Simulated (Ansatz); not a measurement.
**Nudged elastic band of Al$_{27}$N (part 1 of 2)**

The run: nudged elastic band of Al$_{27}$N (defect cell, 28 atoms in the cell). Method and program: DFT PBE, scalar-relativistic, plane waves, PAW, no spin polarisation (Ansatz 0.2.0).

The structure derives from a Materials Project entry. It belongs to a series of runs on one base structure; here: climbing-image band for the jump of N by 2.04 A. Figures and captions count atoms from 1; the log counts them from 0 in places.

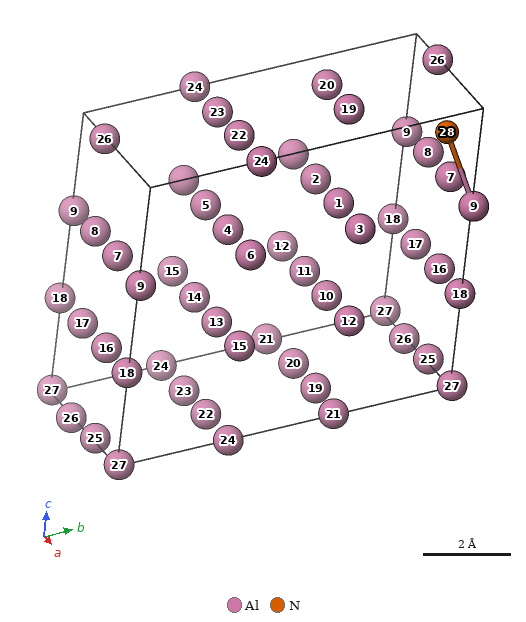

The starting structure (ball-and-stick view of the cell of the calculation, seen slightly off an axis; bonded neighbours outside the cell are drawn too; atoms are numbered from 1 in the order of the input).

### Input
```yaml
crystal:
  lattice:
    - [-6.0624313821, -6.0624313821, 0.0]
    - [-6.0624313821, 0.0, -6.0624313821]
    - [0.0, -6.0624313821, -6.0624313821]
  atoms:
    - { symbol: Al, position: [0.6659547709, 0.6659532391, 0.6663366563] }
    - { symbol: Al, position: [0.3340282979, 0.6637042635, 0.6643658823] }
    - { symbol: Al, position: [0.002262467, 0.6635101594, 0.6644233183] }
    - { symbol: Al, position: [0.6631952698, 0.3341271032, 0.6643401556] }
    - { symbol: Al, position: [0.3332613581, 0.3330896217, 0.6647009718] }
    - { symbol: Al, position: [0.0024488356, 0.3340716411, 0.6643897634] }
    - { symbol: Al, position: [0.6633176965, 0.0024627205, 0.6643238366] }
    - { symbol: Al, position: [0.3340727174, 0.0022109914, 0.6643163564] }
    - { symbol: Al, position: [0.0049261227, 0.0053210075, 0.6489347795] }
    - { symbol: Al, position: [0.6633037586, 0.6636407173, 0.3345823081] }
    - { symbol: Al, position: [0.3333333333, 0.664253545, 0.3332829962] }
    - { symbol: Al, position: [0.0029250378, 0.6634459219, 0.3345110057] }
    - { symbol: Al, position: [0.6640852282, 0.3333348174, 0.3334264756] }
    - { symbol: Al, position: [0.3333532446, 0.3333333333, 0.3333333333] }
    - { symbol: Al, position: [-0.0036756805, 0.3349699099, 0.3361392214] }
    - { symbol: Al, position: [0.6634145623, 0.0025587266, 0.3345990689] }
    - { symbol: Al, position: [0.3349018921, -0.003244866, 0.3359963586] }
    - { symbol: Al, position: [-0.0037354452, -0.0030937209, 0.3361221676] }
    - { symbol: Al, position: [0.6636228176, 0.6638324477, 0.0025986569] }
    - { symbol: Al, position: [0.3341392043, 0.6637482542, 0.002643111] }
    - { symbol: Al, position: [0.0046588604, 0.6486227963, 0.0065166159] }
    - { symbol: Al, position: [0.6636421103, 0.3342062499, 0.0025666832] }
    - { symbol: Al, position: [0.3347135338, 0.3352466295, -0.0022509442] }
    - { symbol: Al, position: [-0.0038339051, 0.3352011523, -0.0021631149] }
    - { symbol: Al, position: [0.6480523123, 0.0051745243, 0.0057476048] }
    - { symbol: Al, position: [0.3347394458, -0.003326015, -0.0022855268] }
    - { symbol: Al, position: [0.0049418077, 0.0046408086, 0.006214154] }
    - { symbol: "N", position: [0.9154973184, 0.9162196651, 0.9164813112] }
basis:
  ecutwfc: 420
  xc_grid: 2
kpoints:
  mp_grid: { grid: [3, 3, 3], shift: [0.0, 0.0, 0.0] }
hamiltonian:
  xc: pbe
scf:
  occupations: { method: gaussian, width: 0.1 }
output:
  forces: true
neb:
  images: 5
  f_tol: 0.05
  max_iterations: 70
  order_check: false
  final_atoms:
    - { symbol: Al, position: [0.6640036414, 0.6650981079, 0.6676533848] }
    - { symbol: Al, position: [0.3356341177, 0.6659717021, 0.6620984437] }
    - { symbol: Al, position: [0.0022509442, 0.6652864662, 0.6677092191] }
    - { symbol: Al, position: [0.6654176919, 0.3366962414, 0.661526784] }
    - { symbol: Al, position: [0.3356598444, 0.3368047302, 0.6616625287] }
    - { symbol: Al, position: [-0.0057476048, 0.3519476877, 0.6589744414] }
    - { symbol: Al, position: [0.6638607786, 0.0036756805, 0.6674334508] }
    - { symbol: Al, position: [0.3510652205, -0.0049261227, 0.6591819097] }
    - { symbol: Al, position: [-0.0065166159, -0.0046588604, 0.6597982726] }
    - { symbol: Al, position: [0.6667170038, 0.6666666667, 0.3308698745] }
    - { symbol: Al, position: [0.3352990282, 0.6667386419, 0.3310519517] }
    - { symbol: Al, position: [0.0022855268, 0.6652605542, 0.329127904] }
    - { symbol: Al, position: [0.6665735244, 0.3359147718, 0.3308465212] }
    - { symbol: Al, position: [0.3356761634, 0.3366823035, 0.3301042536] }
    - { symbol: Al, position: [-0.0025986569, 0.3363771824, 0.3300539221] }
    - { symbol: Al, position: [0.6638778324, 0.0037354452, 0.3292930015] }
    - { symbol: Al, position: [0.3355766817, -0.002262467, 0.3301959448] }
    - { symbol: Al, position: [0.0021631149, 0.0038339051, 0.3292041323] }
    - { symbol: Al, position: [0.6666666667, 0.6666467554, 1.99112e-05] }
    - { symbol: Al, position: [0.3356836436, 0.6659272826, 0.0006000652] }
    - { symbol: Al, position: [-0.002643111, 0.6658607957, 0.0005305694] }
    - { symbol: Al, position: [0.6654009311, 0.3365854377, 0.0005723579] }
    - { symbol: Al, position: [0.3336633437, 0.3340452291, -0.0017553337] }
    - { symbol: Al, position: [-0.0025666832, 0.3363578897, 0.0004150434] }
    - { symbol: Al, position: [0.6654889943, -0.0029250378, 0.0008819653] }
    - { symbol: Al, position: [0.3356102366, -0.0024488356, 0.0009102402] }
    - { symbol: Al, position: [-0.006214154, -0.0049418077, 0.0157967703] }
    - { symbol: "N", position: [1.0835186888, 1.0845026816, 0.7481982946] }
```

Hardware: 4 threads of Arm Neoverse V1, 24 GiB of memory available, shared host.

Launched with:
```bash
ansatz run input.yaml --threads 4 --pin off --max-ram 8192MiB --backend cpu --events-out ev --progress --plain --runs-dir out
```

### What the program printed
```
Warning: neb: disabling space-group detection — the band's intermediate images generally break the endpoint symmetry, so no spatial operation reduces the k-mesh or symmetrises the density, except that a semilocal band can use its path's symmetry ahead of convergence; time reversal is kept, so that k and −k are solved as one point where they differ and the mesh holds both, and exact exchange and, on two spinor components, a DFT+U term hold to it where the run has them: on two components no moment then forms, and a state that bears one, which a typed moment (crystal.atoms[].spin; refused beside efield: under a hybrid functional) reaches, can lie lower, under hf by electronvolts; crystal.symmetry.detect: false (a key that needs symmetry detection or time reversal refuses this as the deck is read) with time_reversal: false beside it drops time reversal too
Engine: ansatz 0.2.0, aarch64-unknown-linux-gnu
Pseudopotentials: kind: paw
Pseudopotential: Al, paw, valence charge 3, recommended cutoff 420 eV (normal), Al.paw.azcp
Pseudopotential: N, paw, valence charge 5, recommended cutoff 420 eV (normal), N.paw.azcp
Functional definition: PBE
  parameter kappa = 0.804
  parameter beta = 0.06672455060314922
  exchange = pbe_x(kappa = kappa, mu = beta*pi^2/3)
  correlation = pbe_c(beta = beta)
parallel-image band execution: 4 concurrent image workers
NEB image 0
Crystal: 28 atoms, lattice volume = 445.626 Å³
Basis set: ecut = 420 eV, 8657 PW (Γ), exchange–correlation on 120×120×120 points (8 copies of the dense FFT grid, shifted against one another)
Bands: 71, of which v1, the nominal top of the filled ones, is band 43 counted from 1 (42 counted from 0)
Symmetry: 1 space group operations
k-points: 14 of 27 (time reversal used)
Non-local potential: Al, projectors of the file, l = 0: 2, l = 1: 2, l = 2: 1
Non-local potential: N, projectors of the file, l = 0: 2, l = 1: 2, l = 2: 1
PAW form: soft (Blöchl's): semilocal exchange-correlation on the pseudo side does not see the compensation charge
PAW one-centre angular grid: Al, 110 points (default); XC on 64 Gauss nodes
PAW one-centre angular grid: N, 110 points (default); XC on 64 Gauss nodes
Initial density: superposition of atomic densities (neutral atoms: chi_scale 0, normalization atom), corrected by the library's trained network
Initial wavefunctions: pseudopotential atomic-orbital guess
Functional: x = pbe(κ = 0.804, μ = 0.2195149727645171), c = pbe(β = 0.06672455060314922)
SCF iter   1: F=—  HF=-14896.871493 eV  |F-HF|=—  |Δ(HF+E_count)|=         —  Δρ=2.33e-3  dr2=1.00e-1  ethr=1.77e-3  ⟨swp⟩=6.9  Hψ=4614  notcnv=0  defer=33
preconditioner: auto → Kerker (q_TF=auto, 2.074 Å⁻¹)  [metal: Δε(μ)=0.002 eV  Ē_g=7.109 eV  σ=0.100 eV  W_gap=0.01  n_scr=64 (ndim 8)  ℏωp=16.3 eV  f_vac=0.000  D(μ)=18.95/eV (n_scr^D=168)]
SCF iter   2: F=—  HF=-14896.857448 eV  |F-HF|=—  |Δ(HF+E_count)|=   1.40e-2  Δρ=1.28e-3  dr2=3.28e-2  ethr=1.17e-4  ⟨swp⟩=1.0  Hψ=1148  notcnv=0  defer=45
SCF iter   3: F=—  HF=-14896.851728 eV  |F-HF|=—  |Δ(HF+E_count)|=   5.72e-3  Δρ=8.56e-4  dr2=3.42e-3  ethr=3.81e-5  ⟨swp⟩=2.0  Hψ=1129  notcnv=0  defer=45
SCF iter   4: F=—  HF=-14896.851030 eV  |F-HF|=—  |Δ(HF+E_count)|=   6.98e-4  Δρ=1.18e-4  dr2=7.70e-5  ethr=3.97e-6  ⟨swp⟩=2.0  Hψ=1271  notcnv=0  defer=45
SCF iter   5: F=—  HF=-14896.851291 eV  |F-HF|=—  |Δ(HF+E_count)|=   2.61e-4  Δρ=2.64e-5  dr2=4.08e-6  ethr=8.95e-8  ⟨swp⟩=2.0  Hψ=1096  notcnv=0  defer=45
SCF iter   6: F=—  HF=-14896.851290 eV  |F-HF|=—  |Δ(HF+E_count)|=   8.70e-7  Δρ=4.96e-6  dr2=2.40e-7  ethr=4.75e-9  ⟨swp⟩=2.1  Hψ=1341  notcnv=0  defer=45
SCF iter   7: F=-14896.851290 eV  HF=-14896.851290 eV  |F-HF|=5.06e-9  |Δ(HF+E_count)|=   4.83e-8  Δρ=9.19e-7  dr2=7.25e-9  ethr=1.16e-10  ⟨swp⟩=3.9  Hψ=2347  notcnv=0
SCF 1 converged in 7 iterations: F = -14896.851290 eV  dr2 = 7.25e-9
  greatest PAW one-centre occupation: 0.810 electrons in one spin orbital (limit 2), on the N atom at site 27 (counted from 0), in its partial waves of l = 0
NSCF: frozen V_eff on 14 k-points
NEB image 6
SCF iter   1: F=—  HF=-14896.871523 eV  |F-HF|=—  |Δ(HF+E_count)|=         —  Δρ=2.33e-3  dr2=1.00e-1  ethr=1.77e-3  ⟨swp⟩=6.4  Hψ=4555  notcnv=0  defer=33
preconditioner: auto → Kerker (q_TF=auto, 2.074 Å⁻¹)  [metal: Δε(μ)=0.002 eV  Ē_g=7.112 eV  σ=0.100 eV  W_gap=0.01  n_scr=64 (ndim 8)  ℏωp=16.3 eV  f_vac=0.000  D(μ)=18.95/eV (n_scr^D=168)]
SCF iter   2: F=—  HF=-14896.857449 eV  |F-HF|=—  |Δ(HF+E_count)|=   1.41e-2  Δρ=1.28e-3  dr2=3.28e-2  ethr=1.17e-4  ⟨swp⟩=1.0  Hψ=1148  notcnv=0  defer=46
SCF iter   3: F=—  HF=-14896.851724 eV  |F-HF|=—  |Δ(HF+E_count)|=   5.72e-3  Δρ=8.54e-4  dr2=3.40e-3  ethr=3.81e-5  ⟨swp⟩=2.0  Hψ=1129  notcnv=0  defer=46
SCF iter   4: F=—  HF=-14896.851030 eV  |F-HF|=—  |Δ(HF+E_count)|=   6.95e-4  Δρ=1.18e-4  dr2=7.73e-5  ethr=3.95e-6  ⟨swp⟩=2.0  Hψ=1271  notcnv=0  defer=46
SCF iter   5: F=—  HF=-14896.851291 eV  |F-HF|=—  |Δ(HF+E_count)|=   2.61e-4  Δρ=2.64e-5  dr2=4.07e-6  ethr=8.98e-8  ⟨swp⟩=2.1  Hψ=1138  notcnv=0  defer=46
SCF iter   6: F=—  HF=-14896.851290 eV  |F-HF|=—  |Δ(HF+E_count)|=   8.64e-7  Δρ=4.96e-6  dr2=2.38e-7  ethr=4.73e-9  ⟨swp⟩=2.0  Hψ=1338  notcnv=0  defer=46
SCF iter   7: F=-14896.851290 eV  HF=-14896.851290 eV  |F-HF|=5.18e-9  |Δ(HF+E_count)|=   4.81e-8  Δρ=9.27e-7  dr2=7.38e-9  ethr=1.16e-10  ⟨swp⟩=3.9  Hψ=2347  notcnv=0
SCF 2 converged in 7 iterations: F = -14896.851290 eV  dr2 = 7.38e-9
[... from here on the iterations of each SCF are left out, up to the last one ...]
NSCF: frozen V_eff on 14 k-points
NEB end point (image 0): max|allowed force component| = 1.572e-2 eV/Å (the criterion of neb.relax_end_points is 1.000e-2)
NEB end point (image 6): max|allowed force component| = 1.572e-2 eV/Å (the criterion of neb.relax_end_points is 1.000e-2)
NEB image 1
preconditioner: auto → Kerker (q_TF=auto, 2.074 Å⁻¹)  [metal: Δε(μ)=0.002 eV  Ē_g=7.127 eV  σ=0.100 eV  W_gap=0.01  n_scr=64 (ndim 8)  ℏωp=16.3 eV  f_vac=0.000  D(μ)=16.71/eV (n_scr^D=136)]
SCF 3 converged in 7 iterations: F = -14895.995182 eV  dr2 = 4.52e-9
NEB image 2
preconditioner: auto → Kerker (q_TF=auto, 2.074 Å⁻¹)  [metal: Δε(μ)=0.013 eV  Ē_g=7.125 eV  σ=0.100 eV  W_gap=0.07  n_scr=64 (ndim 8)  ℏωp=16.3 eV  f_vac=0.000  D(μ)=14.05/eV (n_scr^D=112)]
SCF 4 converged in 6 iterations: F = -14894.101509 eV  dr2 = 8.31e-9
NEB image 3
preconditioner: auto → Kerker (q_TF=auto, 2.074 Å⁻¹)  [metal: Δε(μ)=0.016 eV  Ē_g=7.115 eV  σ=0.100 eV  W_gap=0.09  n_scr=64 (ndim 8)  ℏωp=16.3 eV  f_vac=0.000  D(μ)=13.76/eV (n_scr^D=112)]
SCF 5 converged in 6 iterations: F = -14893.071996 eV  dr2 = 2.51e-8
NEB image 4
preconditioner: auto → Kerker (q_TF=auto, 2.074 Å⁻¹)  [metal: Δε(μ)=0.015 eV  Ē_g=7.125 eV  σ=0.100 eV  W_gap=0.09  n_scr=64 (ndim 8)  ℏωp=16.3 eV  f_vac=0.000  D(μ)=14.07/eV (n_scr^D=112)]
SCF 6 converged in 6 iterations: F = -14894.101632 eV  dr2 = 8.13e-9
NEB image 5
preconditioner: auto → Kerker (q_TF=auto, 2.074 Å⁻¹)  [metal: Δε(μ)=0.001 eV  Ē_g=7.129 eV  σ=0.100 eV  W_gap=0.00  n_scr=64 (ndim 8)  ℏωp=16.3 eV  f_vac=0.000  D(μ)=16.79/eV (n_scr^D=136)]
SCF 7 converged in 7 iterations: F = -14895.995845 eV  dr2 = 4.72e-9
NEB iter   1: max|band force component| = 8.048e0 eV/Å  barrier→ = 3.7793 eV  barrier← = 3.7793 eV  Δτ_max = 0.1017 Å  (46 SCF iters)
NEB image 1
Initial density: handed on by an earlier stage of this run
Initial wavefunctions: those handed on with the density
preconditioner: auto → Kerker (q_TF=auto, 2.074 Å⁻¹)  [metal: Δε(μ)=0.009 eV  Ē_g=7.114 eV  σ=0.100 eV  W_gap=0.05  n_scr=64 (ndim 8)  ℏωp=16.3 eV  f_vac=0.000  D(μ)=16.03/eV (n_scr^D=136)]
SCF 8 converged in 6 iterations: F = -14896.402213 eV  dr2 = 2.35e-8
NEB image 2
preconditioner: auto → Kerker (q_TF=auto, 2.074 Å⁻¹)  [metal: Δε(μ)=0.010 eV  Ē_g=7.103 eV  σ=0.100 eV  W_gap=0.06  n_scr=64 (ndim 8)  ℏωp=16.3 eV  f_vac=0.000  D(μ)=12.36/eV (n_scr^D=64)]
SCF 9 converged in 7 iterations: F = -14895.385766 eV  dr2 = 1.53e-9
NEB image 3
preconditioner: auto → Kerker (q_TF=auto, 2.074 Å⁻¹)  [metal: Δε(μ)=0.014 eV  Ē_g=7.084 eV  σ=0.100 eV  W_gap=0.08  n_scr=64 (ndim 8)  ℏωp=16.3 eV  f_vac=0.000  D(μ)=11.70/eV (n_scr^D=64)]
SCF 10 converged in 7 iterations: F = -14894.822197 eV  dr2 = 1.15e-9
NEB image 4
preconditioner: auto → Kerker (q_TF=auto, 2.074 Å⁻¹)  [metal: Δε(μ)=0.011 eV  Ē_g=7.103 eV  σ=0.100 eV  W_gap=0.06  n_scr=64 (ndim 8)  ℏωp=16.3 eV  f_vac=0.000  D(μ)=12.37/eV (n_scr^D=64)]
SCF 11 converged in 7 iterations: F = -14895.391948 eV  dr2 = 1.53e-9
NEB image 5
preconditioner: auto → Kerker (q_TF=auto, 2.074 Å⁻¹)  [metal: Δε(μ)=0.009 eV  Ē_g=7.114 eV  σ=0.100 eV  W_gap=0.05  n_scr=64 (ndim 8)  ℏωp=16.3 eV  f_vac=0.000  D(μ)=16.09/eV (n_scr^D=136)]
SCF 12 converged in 6 iterations: F = -14896.406795 eV  dr2 = 2.44e-8
NEB iter   2: max|band force component| = 3.768e0 eV/Å  barrier→ = 2.0291 eV  barrier← = 2.0291 eV  Δτ_max = 0.1341 Å  (33 SCF iters)
[... from here on the SCF iterations and repeated set-up lines of each step are left out, up to the last step ...]
NEB image 1
SCF 13 converged in 7 iterations: F = -14896.664531 eV  dr2 = 6.68e-9
NEB image 2
SCF 14 converged in 7 iterations: F = -14896.077565 eV  dr2 = 3.42e-9
NEB image 3
SCF 15 converged in 7 iterations: F = -14895.598172 eV  dr2 = 1.07e-9
NEB image 4
SCF 16 converged in 7 iterations: F = -14896.086663 eV  dr2 = 3.51e-9
NEB image 5
SCF 17 converged in 7 iterations: F = -14896.668723 eV  dr2 = 2.61e-9
NEB iter   3: max|band force component| = 1.364e0 eV/Å  barrier→ = 1.2531 eV  barrier← = 1.2531 eV  Δτ_max = 0.0654 Å  (35 SCF iters)
NEB image 1
SCF 18 converged in 6 iterations: F = -14896.674388 eV  dr2 = 7.93e-9
NEB image 2
SCF 19 converged in 6 iterations: F = -14896.162156 eV  dr2 = 7.73e-9
NEB image 3
SCF 20 converged in 6 iterations: F = -14895.742902 eV  dr2 = 1.05e-8
NEB image 4
SCF 21 converged in 6 iterations: F = -14896.168656 eV  dr2 = 7.44e-9
NEB image 5
SCF 22 converged in 6 iterations: F = -14896.678050 eV  dr2 = 6.73e-9
NEB iter   4: max|band force component| = 4.143e-1 eV/Å  barrier→ = 1.1084 eV  barrier← = 1.1084 eV  CI = image 3  Δτ_max = 0.0210 Å  (30 SCF iters)
NEB image 1
SCF 23 converged in 5 iterations: F = -14896.675250 eV  dr2 = 1.09e-8
NEB image 2
SCF 24 converged in 6 iterations: F = -14896.172435 eV  dr2 = 1.13e-9
NEB image 3
SCF 25 converged in 6 iterations: F = -14895.756468 eV  dr2 = 3.86e-8
NEB image 4
SCF 26 converged in 6 iterations: F = -14896.175255 eV  dr2 = 2.33e-8
NEB image 5
SCF 27 converged in 5 iterations: F = -14896.677723 eV  dr2 = 1.09e-8
NEB iter   5: max|band force component| = 7.341e-2 eV/Å  barrier→ = 1.0948 eV  barrier← = 1.0948 eV  CI = image 3  Δτ_max = 0.0048 Å  (28 SCF iters)
NEB image 1
preconditioner: auto → Kerker (q_TF=auto, 2.074 Å⁻¹)  [metal: Δε(μ)=0.016 eV  Ē_g=7.118 eV  σ=0.100 eV  W_gap=0.09  n_scr=64 (ndim 8)  ℏωp=16.3 eV  f_vac=0.000  D(μ)=16.46/eV (n_scr^D=136)]
SCF 28 converged in 4 iterations: F = -14896.675466 eV  dr2 = 3.99e-8
NEB image 2
preconditioner: auto → Kerker (q_TF=auto, 2.074 Å⁻¹)  [metal: Δε(μ)=0.011 eV  Ē_g=7.124 eV  σ=0.100 eV  W_gap=0.06  n_scr=64 (ndim 8)  ℏωp=16.3 eV  f_vac=0.000  D(μ)=13.19/eV (n_scr^D=88)]
SCF 29 converged in 5 iterations: F = -14896.173063 eV  dr2 = 9.85e-9
NEB image 3
preconditioner: auto → Kerker (q_TF=auto, 2.074 Å⁻¹)  [metal: Δε(μ)=0.007 eV  Ē_g=7.135 eV  σ=0.100 eV  W_gap=0.04  n_scr=64 (ndim 8)  ℏωp=16.3 eV  f_vac=0.000  D(μ)=13.15/eV (n_scr^D=88)]
SCF 30 converged in 5 iterations: F = -14895.756909 eV  dr2 = 6.24e-9
NEB image 4
SCF 31 converged in 5 iterations: F = -14896.175104 eV  dr2 = 1.01e-8
NEB image 5
iter 1 solved again at ethr=5.66e-8 eV; its pass at ethr=3.10e-3 eV (dr2=4.87e-5 eV) is discarded
SCF iter   1: F=—  HF=-14896.677780 eV  |F-HF|=—  |Δ(HF+E_count)|=         —  Δρ=7.59e-5  dr2=5.25e-5  ethr=5.66e-8  ⟨swp⟩=2.2  Hψ=3266  notcnv=0
preconditioner: auto → Kerker (q_TF=auto, 2.074 Å⁻¹)  [metal: Δε(μ)=0.016 eV  Ē_g=7.118 eV  σ=0.100 eV  W_gap=0.09  n_scr=64 (ndim 8)  ℏωp=16.3 eV  f_vac=0.000  D(μ)=16.49/eV (n_scr^D=136)]
SCF iter   2: F=—  HF=-14896.677682 eV  |F-HF|=—  |Δ(HF+E_count)|=   9.80e-5  Δρ=3.08e-5  dr2=1.14e-5  ethr=5.66e-8  ⟨swp⟩=2.1  Hψ=1430  notcnv=0
SCF iter   3: F=—  HF=-14896.677680 eV  |F-HF|=—  |Δ(HF+E_count)|=   1.81e-6  Δρ=1.47e-5  dr2=2.12e-6  ethr=1.32e-8  ⟨swp⟩=1.0  Hψ=994  notcnv=0
SCF iter   4: F=-14896.677680 eV  HF=-14896.677680 eV  |F-HF|=2.03e-8  |Δ(HF+E_count)|=   4.01e-7  Δρ=2.48e-6  dr2=3.71e-8  ethr=1.16e-10  ⟨swp⟩=3.0  Hψ=3408  notcnv=0
SCF 32 converged in 4 iterations: F = -14896.677680 eV  dr2 = 3.71e-8
NEB image 1
NSCF: frozen V_eff on 14 k-points
NEB image 2
NSCF: frozen V_eff on 14 k-points
NEB image 4
NSCF: frozen V_eff on 14 k-points
NEB image 5
NSCF: frozen V_eff on 14 k-points
NEB image 3
NSCF: frozen V_eff on 14 k-points
the band table was solved once a step of the walk had ended and its energy, with any forces and stress, was formed, with the checks that follow a solve (4737 applications of the Hamiltonian). They found nothing against the state; the energy, forces and stress were not computed again (output.eigenvalues in the input reference)
NEB iter   6: max|band force component| = 9.457e-3 eV/Å  barrier→ = 1.0944 eV  barrier← = 1.0944 eV  CI = image 3  Δτ_max = 0.0000 Å  (23 SCF iters)
```

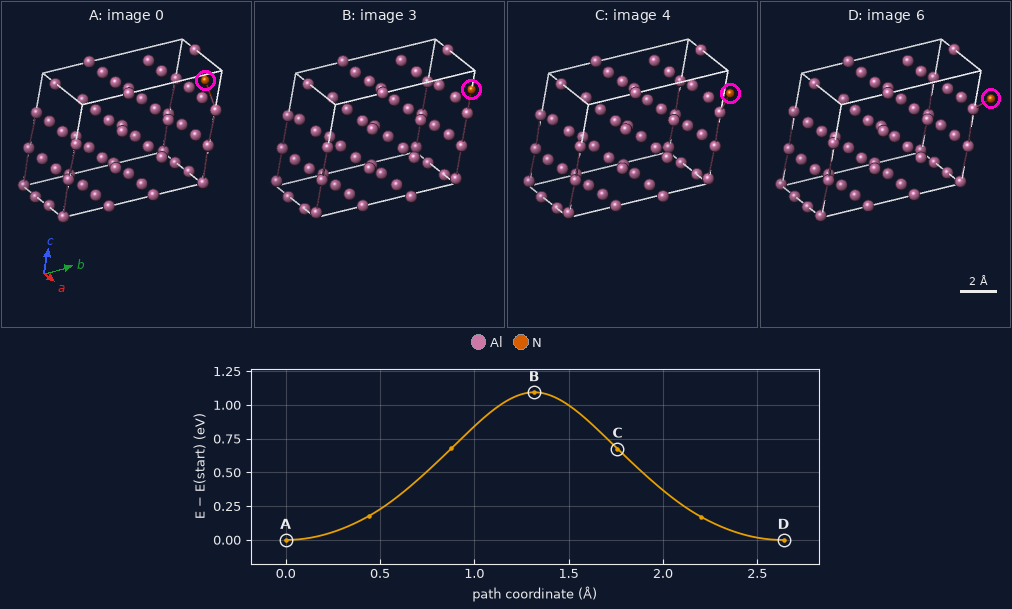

Images of the last band (counted from 0; ball-and-stick, reduced simulation cell, seen slightly off an axis), with the moving atom and its periodic copies ringed, above the energy along the path; the line is a cubic interpolation that uses the forces. The highest image is number 3, 1.094 eV above the start and 1.094 eV above the end (the climbing image); start and end have the same energy. The path is 2.64 Å long, and N28 moves most (2.04 Å). The band converged in 6 iterations.
